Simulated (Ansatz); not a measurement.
**Run report: C8H18N4O5, geometry relaxation (part 2 of 3)**

Continued. System: C8H18N4O5 (C2, 35 atoms in the cell). Method: DFT PBEsol, scalar-relativistic, plane waves, PAW, no spin polarisation (Ansatz 0.2.0); cutoff 420 eV, 4×4×2 k-mesh, Gaussian smearing of 0.02 eV. The structure derives from an entry of the Crystallography Open Database. It belongs to a series of runs on one base structure; here: relaxed again at another level of theory.

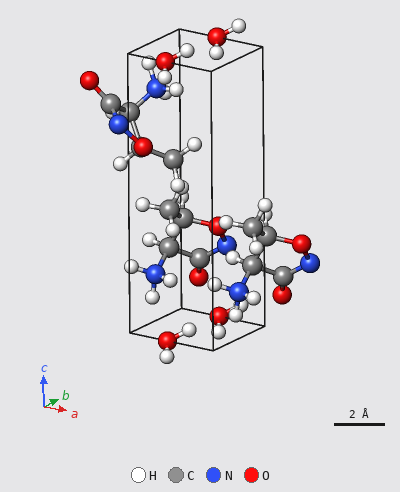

The geometry at step 8 of the log (ball-and-stick view of the reduced cell, seen slightly off an axis).

Log, continued
```
SCF iter   1: F=—  HF=-6573.400702 eV  |F-HF|=—  |Δ(HF+E_count)|=         —  Δρ=1.08e-3  dr2=1.40e-3  ethr=1.40e-6  ⟨swp⟩=3.1  Hψ=4725  notcnv=0
preconditioner: auto → Resta (q_TF=auto, 2.282 Å⁻¹)  ε∞=2.7  [insulator: Δε(μ)=3.631 eV  Ē_g=16.898 eV  σ=0.020 eV  W_gap=1.00  n_scr=54 (ndim 8)  ℏωp=21.7 eV  f_vac=0.148  D(μ)=0.00/eV (n_scr^D=0)  ε∞_Penn≈2.7]
SCF iter   2: F=—  HF=-6573.400419 eV  |F-HF|=—  |Δ(HF+E_count)|=   2.84e-4  Δρ=5.08e-4  dr2=2.77e-4  ethr=1.40e-6  ⟨swp⟩=2.9  Hψ=1832  notcnv=0
SCF iter   3: F=—  HF=-6573.400392 eV  |F-HF|=—  |Δ(HF+E_count)|=   2.64e-5  Δρ=2.16e-4  dr2=9.85e-5  ethr=2.77e-7  ⟨swp⟩=2.0  Hψ=1792  notcnv=0
SCF iter   4: F=—  HF=-6573.400391 eV  |F-HF|=—  |Δ(HF+E_count)|=   1.21e-6  Δρ=3.78e-5  dr2=3.30e-6  ethr=9.85e-8  ⟨swp⟩=2.0  Hψ=1791  notcnv=0
SCF iter   5: F=—  HF=-6573.400365 eV  |F-HF|=—  |Δ(HF+E_count)|=   2.59e-5  Δρ=2.04e-5  dr2=1.04e-6  ethr=3.30e-9  ⟨swp⟩=2.3  Hψ=1627  notcnv=0
SCF iter   6: F=—  HF=-6573.400366 eV  |F-HF|=—  |Δ(HF+E_count)|=   2.34e-7  Δρ=4.67e-6  dr2=8.03e-8  ethr=1.04e-9  ⟨swp⟩=2.0  Hψ=1729  notcnv=0
SCF iter   7: F=—  HF=-6573.400366 eV  |F-HF|=—  |Δ(HF+E_count)|=   1.12e-7  Δρ=2.05e-6  dr2=1.42e-8  ethr=8.03e-11  ⟨swp⟩=2.0  Hψ=1687  notcnv=0
SCF iter   8: F=-6573.400366 eV  HF=-6573.400366 eV  |F-HF|=3.50e-10  |Δ(HF+E_count)|=   1.69e-8  Δρ=8.84e-7  dr2=1.95e-9  ethr=7.33e-12  ⟨swp⟩=12.9  Hψ=6826  notcnv=0
SCF 7 converged in 8 iterations: F = -6573.400366 eV  dr2 = 1.95e-9
relax step   7: F+E_penalty+E_count = -6573.40036572 eV  Δ(F+E_penalty+E_count) = +1.050e-3 eV  max|allowed force component| = 7.046e-3 eV/Å  Δτ_max = 0.0046 Å  P = +0.009 GPa  Ω = 291.734 Å³  energy of the carried Pulay correction = -1.295e-3 eV  (8 SCF iters, dr2 threshold 7.33e-9 eV, accepted)
Crystal: 35 atoms, lattice volume = 292.081 Å³
Basis set: ecut = 420 eV, 5733 PW (Γ), exchange–correlation on 80×80×160 points (8 copies of the dense FFT grid, shifted against one another)
iter 1 solved again at ethr=2.81e-6 eV; its pass at ethr=3.10e-3 eV (dr2=2.81e-3 eV) is discarded
SCF iter   1: F=—  HF=-6573.399902 eV  |F-HF|=—  |Δ(HF+E_count)|=         —  Δρ=1.51e-3  dr2=2.81e-3  ethr=2.81e-6  ⟨swp⟩=2.4  Hψ=4918  notcnv=0
preconditioner: auto → Resta (q_TF=auto, 2.282 Å⁻¹)  ε∞=2.7  [insulator: Δε(μ)=3.634 eV  Ē_g=16.896 eV  σ=0.020 eV  W_gap=1.00  n_scr=54 (ndim 8)  ℏωp=21.7 eV  f_vac=0.149  D(μ)=0.00/eV (n_scr^D=0)  ε∞_Penn≈2.7]
SCF iter   2: F=—  HF=-6573.399316 eV  |F-HF|=—  |Δ(HF+E_count)|=   5.86e-4  Δρ=7.16e-4  dr2=5.62e-4  ethr=2.81e-6  ⟨swp⟩=2.4  Hψ=1713  notcnv=0
SCF iter   3: F=—  HF=-6573.399266 eV  |F-HF|=—  |Δ(HF+E_count)|=   4.97e-5  Δρ=3.02e-4  dr2=2.14e-4  ethr=5.62e-7  ⟨swp⟩=2.0  Hψ=1792  notcnv=0
SCF iter   4: F=—  HF=-6573.399225 eV  |F-HF|=—  |Δ(HF+E_count)|=   4.18e-5  Δρ=5.26e-5  dr2=5.74e-6  ethr=2.14e-7  ⟨swp⟩=2.0  Hψ=1792  notcnv=0
SCF iter   5: F=—  HF=-6573.399218 eV  |F-HF|=—  |Δ(HF+E_count)|=   6.50e-6  Δρ=2.64e-5  dr2=1.69e-6  ethr=5.74e-9  ⟨swp⟩=2.4  Hψ=1697  notcnv=0
SCF iter   6: F=—  HF=-6573.399218 eV  |F-HF|=—  |Δ(HF+E_count)|=   2.47e-7  Δρ=6.16e-6  dr2=1.27e-7  ethr=1.69e-9  ⟨swp⟩=2.0  Hψ=1861  notcnv=0
SCF iter   7: F=—  HF=-6573.399218 eV  |F-HF|=—  |Δ(HF+E_count)|=   1.60e-7  Δρ=2.58e-6  dr2=2.35e-8  ethr=1.27e-10  ⟨swp⟩=2.1  Hψ=1693  notcnv=0
SCF iter   8: F=—  HF=-6573.399219 eV  |F-HF|=—  |Δ(HF+E_count)|=   3.30e-8  Δρ=1.17e-6  dr2=3.49e-9  ethr=2.35e-11  ⟨swp⟩=2.0  Hψ=1784  notcnv=0
SCF iter   9: F=—  HF=-6573.399219 eV  |F-HF|=—  |Δ(HF+E_count)|=   1.92e-9  Δρ=3.73e-7  dr2=3.70e-10  ethr=3.49e-12  ⟨swp⟩=2.0  Hψ=1862  notcnv=0
SCF iter  10: F=-6573.399219 eV  HF=-6573.399219 eV  |F-HF|=1.06e-10  |Δ(HF+E_count)|=  4.27e-10  Δρ=1.31e-7  dr2=5.02e-11  ethr=1.00e-12  ⟨swp⟩=9.7  Hψ=5497  notcnv=0
SCF 8 converged in 10 iterations: F = -6573.399219 eV  dr2 = 5.02e-11
relax step   8: F+E_penalty+E_count = -6573.39921853 eV  Δ(F+E_penalty+E_count) = +1.147e-3 eV  max|allowed force component| = 1.136e-2 eV/Å  Δτ_max = 0.0069 Å  P = -0.001 GPa  Ω = 292.081 Å³  energy of the carried Pulay correction = -2.596e-3 eV  (10 SCF iters, accepted)
iter 1 solved again at ethr=1.31e-7 eV; its pass at ethr=3.10e-3 eV (dr2=1.31e-4 eV) is discarded
SCF iter   1: F=—  HF=-6573.402093 eV  |F-HF|=—  |Δ(HF+E_count)|=         —  Δρ=7.61e-5  dr2=6.56e-7  ethr=1.31e-7  ⟨swp⟩=4.5  Hψ=9338  notcnv=0
preconditioner: auto → Resta (q_TF=auto, 2.282 Å⁻¹)  ε∞=2.7  [insulator: Δε(μ)=3.628 eV  Ē_g=16.894 eV  σ=0.020 eV  W_gap=1.00  n_scr=54 (ndim 8)  ℏωp=21.7 eV  f_vac=0.149  D(μ)=0.00/eV (n_scr^D=0)  ε∞_Penn≈2.7]
SCF iter   2: F=—  HF=-6573.402492 eV  |F-HF|=—  |Δ(HF+E_count)|=   3.99e-4  Δρ=3.83e-5  dr2=1.67e-7  ethr=6.56e-10  ⟨swp⟩=2.2  Hψ=1896  notcnv=0
SCF iter   3: F=—  HF=-6573.402628 eV  |F-HF|=—  |Δ(HF+E_count)|=   1.37e-4  Δρ=5.75e-6  dr2=4.45e-8  ethr=1.67e-10  ⟨swp⟩=2.1  Hψ=1863  notcnv=0
SCF iter   4: F=—  HF=-6573.402630 eV  |F-HF|=—  |Δ(HF+E_count)|=   1.25e-6  Δρ=8.82e-7  dr2=1.25e-9  ethr=4.45e-11  ⟨swp⟩=2.0  Hψ=1862  notcnv=0
SCF iter   5: F=—  HF=-6573.402630 eV  |F-HF|=—  |Δ(HF+E_count)|=   2.04e-8  Δρ=2.97e-7  dr2=1.70e-10  ethr=1.25e-12  ⟨swp⟩=2.0  Hψ=1792  notcnv=0
SCF iter   6: F=-6573.402630 eV  HF=-6573.402630 eV  |F-HF|=1.46e-10  |Δ(HF+E_count)|=  4.51e-10  Δρ=1.03e-7  dr2=2.51e-11  ethr=1.00e-12  ⟨swp⟩=7.5  Hψ=4954  notcnv=0
SCF 9 converged in 6 iterations: F = -6573.402630 eV  dr2 = 2.51e-11
relax step   9: F+E_penalty+E_count = -6573.40262969 eV  Δ(F+E_penalty+E_count) = -3.411e-3 eV  max|allowed force component| = 1.138e-2 eV/Å  Δτ_max = 0.0000 Å  P = +0.006 GPa  Ω = 292.081 Å³  stress off target by 2.43e-2 GPa  SCF on the basis re-selected at this cell (its energy is not comparable with the rows above)  (6 SCF iters)
```

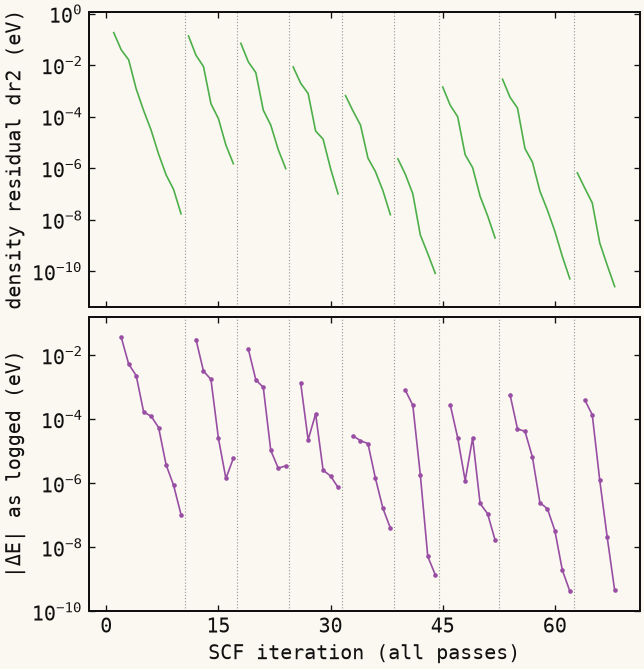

Convergence of the self-consistent field: density residual dr2 and size of the energy change against the SCF iteration. The dotted lines part the SCF passes of the relaxation: geometry steps, rejected trials and re-solves on a re-selected basis. The 9 passes take 6 to 10 iterations each, 68 in all.

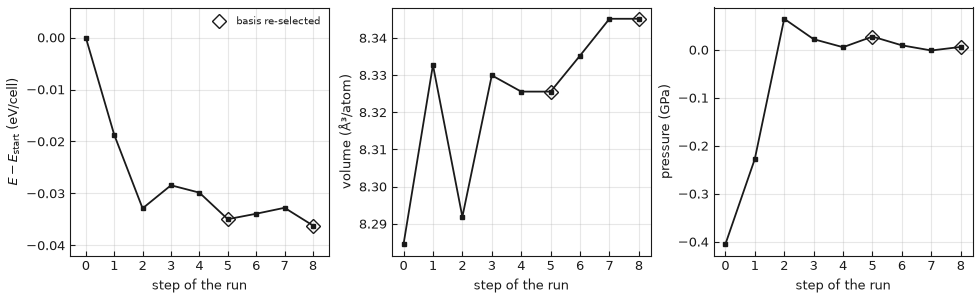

Progress of the relaxation, step by step (the first geometry is step 0 here and step 1 in the log).

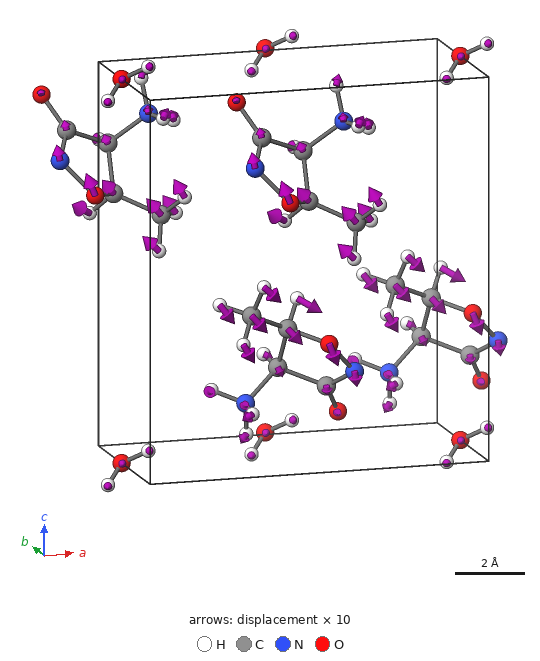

The starting structure with the displacements (without the part carried along by the change of the cell) as pink arrows, magnified 10 times (ball-and-stick view of the cell 2 times as large as that of the calculation, set on its symmetry axes, seen slightly off an axis). After 6 geometry steps the energy has fallen by 32.8 meV per cell of the calculation. The largest force component goes from 0.35 to 0.011 eV/Å. The pressure goes from −0.41 to 0.01 GPa. 1 further SCF at an unchanged geometry re-selected the plane-wave basis for the new cell. The largest moves relative to the cell, 0.085 Å, are those of H3 and H4. Largest moves by element: H 0.085 Å, O 0.076 Å, C 0.073 Å, N 0.050 Å. The drawn cell changes as follows: a 10.330 → 10.287 Å (−0.4 %), b 4.888 → 4.936 Å (+1.0 %), c 11.486 → 11.507 Å (+0.2 %), β 90.5° → 91.3°; the volume changes by +0.7 %. Distances before and after: N27–O31 1.440 → 1.423 Å, H10–N30 1.067 → 1.077 Å, H5–N29 1.056 → 1.066 Å, C21–N29 1.487 → 1.477 Å. The space group stays C2 (No. 5). The energy change given includes the shifts at the re-selections in mid-walk, which come without any move. A last SCF at the same geometry on a re-selected plane-wave basis shifts the energy by −3.4 meV per cell of the calculation. (Atoms are counted from 1 in the order of the input.)

```
basis re-selected at this cell: Δ(F+E_penalty+E_count) = -3.411e-3 eV, ΔP = +0.007 GPa vs the last step (what re-selecting the basis moved, of the pressure what is left beyond the Pulay correction that the steps carried, after the strain that the cell walked since its last selection, with what the two solves' SCF thresholds leave and, on support functions, any second-order correction that the steps lacked; it is no measure of the basis error at this ecutwfc). This SCF's stress stands 2.43e-2 GPa from its target on what of the cell is left free (relax.cell.stress_tol is 3.00e-2 GPa) and its largest allowed force component is 1.14e-2 eV/Å (relax.f_tol is 2.00e-2 eV/Å): within both
SCF converged after 6 iterations
Free energy (F): -6573.402630 eV
Harris-Foulkes:  -6573.402630 eV  (|F-HF|=1.46e-10)
Internal energy: -6573.402630 eV  (E = F + TS)
E sigma→0 (E₀):  -6573.402630 eV
Fermi energy:    3.456401 eV
--- Per-component energies (eV) ---
  E_band       = -679.820286
  E_kinetic    = 2370.009462
  E_local      = -7360.412014  (includes V_loc(G=0)·N_el)
  E_nonlocal   = 673.164313
  E_hartree    = 2701.662231
  E_xc         = -1135.199713
  E_vxc        = -1441.899126  (∫ρ·V_xc dr)
  E_paw        = -2026.044502  (= ΣΔE_a)
  E_vpaw       = -323.997802  (= ΣTr[D̂ρ^β])
  E_aug_tail   = -0.009739  (compensation charges beyond the density's cutoff)
  E_ewald      = -1797.030307
  E_core_change = 0.457639  (= ΣΔE_core)
  E_smearing   = -0.000000  (= −TS)
  E_closure    = -0.000000  (closes the sum)
  Σ components = -6573.402630   (vs F -6573.402630, Δ=0.00e0)
--- Forces (eV/Å), atoms counted from 1 ---
  atom   1  H      0.00052003     0.00091423    -0.00016439
  atom   2  H     -0.00052003     0.00091423     0.00016439
  atom   3  H      0.00024188    -0.00087750    -0.00100873
  atom   4  H     -0.00024188    -0.00087750     0.00100873
  atom   5  H     -0.00196486    -0.00087229    -0.00517260
  atom   6  H      0.00196486    -0.00087229     0.00517260
  atom   7  H      0.00421548     0.00205211    -0.00344263
  atom   8  H     -0.00421548     0.00205211     0.00344263
  atom   9  H     -0.00015298    -0.00097623    -0.00275102
  atom  10  H      0.00015298    -0.00097623     0.00275102
  atom  11  H     -0.00025489    -0.00011047     0.00019707
  atom  12  H      0.00025489    -0.00011047    -0.00019707
  atom  13  H     -0.00054372    -0.00028585    -0.00018309
  atom  14  H      0.00054372    -0.00028585     0.00018309
  atom  15  H      0.00010723     0.00030017    -0.00021587
  atom  16  H     -0.00010723     0.00030017     0.00021587
  atom  17  H      0.00088044     0.00034736     0.00209315
  atom  18  H     -0.00088044     0.00034736    -0.00209315
  atom  19  C      0.00375801     0.00215656    -0.00209567
  atom  20  C     -0.00375801     0.00215656     0.00209567
  atom  21  C     -0.00248563    -0.00119980    -0.00228807
  atom  22  C      0.00248563    -0.00119980     0.00228807
  atom  23  C      0.00038632     0.00231924     0.00250284
  atom  24  C     -0.00038632     0.00231924    -0.00250284
  atom  25  C      0.00111555    -0.00075299     0.00047694
  atom  26  C     -0.00111555    -0.00075299    -0.00047694
  atom  27  N     -0.00230657    -0.00041944     0.00111520
  atom  28  N      0.00230657    -0.00041944    -0.00111520
  atom  29  N     -0.00159105    -0.00212964     0.01138250
  atom  30  N      0.00159105    -0.00212964    -0.01138250
  atom  31  O      0.00036550    -0.00041888     0.00059706
  atom  32  O     -0.00036550    -0.00041888    -0.00059706
  atom  33  O      0.00231690     0.00031939    -0.00137321
  atom  34  O     -0.00231690     0.00031939     0.00137321
  atom  35  O     -0.00000000    -0.00072781    -0.00000000
  max |Σ_I F_I| component: 4.15e-6 eV/Å
--- Stress (GPa, compression-positive) ---
       -0.002402       0.000000      -0.012201
        0.000000       0.024303       0.000000
       -0.012199       0.000000      -0.003399
  P = ⅓ Tr σ = 0.0062 GPa (0.062 kbar)
--- Band table (eV; the first three rows and the last of 14) ---
  k-point 0: bands = ["-20.8109", "-20.7975", "-18.9110", "-18.7444", "-17.4186", "-17.1546", "-17.0091", "-14.1208", "-14.0895", "-12.9518", "-12.8043", "-11.0756", "-10.9659", "-8.5623", "-8.5613", "-7.8035", "-7.6695", "-7.1110", "-6.8872", "-6.7556", "-6.5907", "-5.7571", "-5.5515", "-5.3018", "-5.2449", "-4.4856", "-4.3973", "-4.3800", "-4.2512", "-4.0055", "-3.7025", "-3.6016", "-3.2704", "-3.1501", "-2.8524", "-2.7901", "-2.5048", "-2.2970", "-1.8854", "-1.6991", "-1.6914", "-1.3704", "-1.1078", "-0.7904", "-0.7848", "-0.0089", "0.3333", "0.3620", "1.4503", "1.5112", "5.3503", "5.5135", "6.2069", "6.6078", "7.1122", "7.6627", "8.1307", "8.2221", "8.7251", "9.0177", "9.1376", "9.2808", "9.3982", "9.5230", "9.7940", "9.9614", "10.0908", "10.4796", "10.5198", "10.7444", "10.9390", "11.1451", "11.2377", "11.3067", "11.6572", "11.7206", "11.8025", "11.8941", "12.0836", "12.5297", "12.7322", "12.9170", "12.9682", "13.2815", "13.5878"]
  k-point 1: bands = ["-20.8076", "-20.8009", "-18.9103", "-18.7451", "-17.4186", "-17.1545", "-17.0091", "-14.1310", "-14.0815", "-12.9229", "-12.8316", "-11.0560", "-10.9858", "-8.5755", "-8.5433", "-7.8293", "-7.6534", "-7.1623", "-6.8229", "-6.7075", "-6.6546", "-5.6683", "-5.5508", "-5.3568", "-5.1241", "-4.7623", "-4.4576", "-4.3136", "-4.1936", "-4.0997", "-3.6519", "-3.5358", "-3.1516", "-3.1012", "-3.0627", "-2.6609", "-2.4696", "-2.3282", "-1.8988", "-1.7820", "-1.6186", "-1.2746", "-1.1984", "-0.8476", "-0.7621", "-0.0117", "0.3365", "0.3514", "1.4205", "1.5616", "5.2703", "5.5198", "6.3168", "6.5745", "7.2633", "7.5286", "8.0911", "8.2249", "8.7781", "8.7843", "9.2507", "9.4006", "9.4258", "9.5834", "9.7976", "9.9649", "10.0703", "10.4122", "10.5271", "10.6685", "10.9843", "11.1602", "11.2608", "11.2988", "11.3747", "11.6404", "11.6939", "12.2217", "12.2434", "12.2515", "12.7899", "13.1413", "13.2474", "13.4677", "13.5593"]
  k-point 2: bands = ["-20.7971", "-20.7850", "-18.8855", "-18.7480", "-17.4413", "-17.1794", "-17.0482", "-14.1235", "-14.1014", "-12.9630", "-12.8127", "-11.0340", "-10.9395", "-8.5585", "-8.4834", "-7.8292", "-7.6157", "-7.1472", "-6.9223", "-6.7295", "-6.6205", "-5.8898", "-5.6428", "-5.4452", "-5.2195", "-4.5576", "-4.3921", "-4.2462", "-4.1391", "-3.8819", "-3.6022", "-3.4887", "-3.2900", "-3.1732", "-2.8663", "-2.7186", "-2.5574", "-2.4171", "-2.0783", "-1.8965", "-1.6580", "-1.3575", "-1.0320", "-0.7729", "-0.6441", "-0.0042", "0.3308", "0.4324", "1.4633", "1.5676", "5.5493", "5.6931", "6.3704", "6.9624", "7.2969", "7.7158", "7.9733", "8.3518", "8.6470", "8.8564", "9.0547", "9.1371", "9.2211", "9.4795", "9.6412", "10.0479", "10.1353", "10.2805", "10.6128", "10.7927", "10.9307", "10.9822", "11.0872", "11.3526", "11.4471", "11.6427", "11.9799", "12.0794", "12.2714", "12.5324", "12.7361", "12.9279", "13.1542", "13.2431", "13.4904"]
  k-point 13: bands = ["-20.7855", "-20.7828", "-18.8369", "-18.7634", "-17.4365", "-17.2395", "-17.1633", "-14.1628", "-14.1015", "-12.8832", "-12.7841", "-10.8712", "-10.8218", "-8.5630", "-8.5464", "-7.5178", "-7.2845", "-7.0718", "-6.7096", "-6.5992", "-6.5532", "-6.1744", "-6.1525", "-5.6227", "-5.5119", "-4.7876", "-4.7575", "-4.4208", "-4.0001", "-3.9561", "-3.4078", "-3.3828", "-3.1553", "-3.0949", "-2.8811", "-2.8262", "-2.6125", "-2.3978", "-2.0853", "-1.9069", "-1.7581", "-1.3389", "-1.2219", "-0.5784", "-0.5662", "-0.0301", "0.5282", "0.5676", "1.4893", "1.5992", "5.6977", "5.8784", "6.4998", "6.7820", "7.0481", "7.2770", "7.7323", "7.7893", "8.2912", "8.3725", "8.7545", "9.3023", "9.3654", "9.4999", "9.7271", "9.8427", "10.2440", "10.3149", "10.4638", "10.6116", "10.9585", "11.1388", "11.4391", "11.6328", "11.6432", "11.7203", "11.7314", "12.1093", "12.4554", "12.5453", "12.8273", "13.1222", "13.1983", "13.3639", "13.5076"]
```
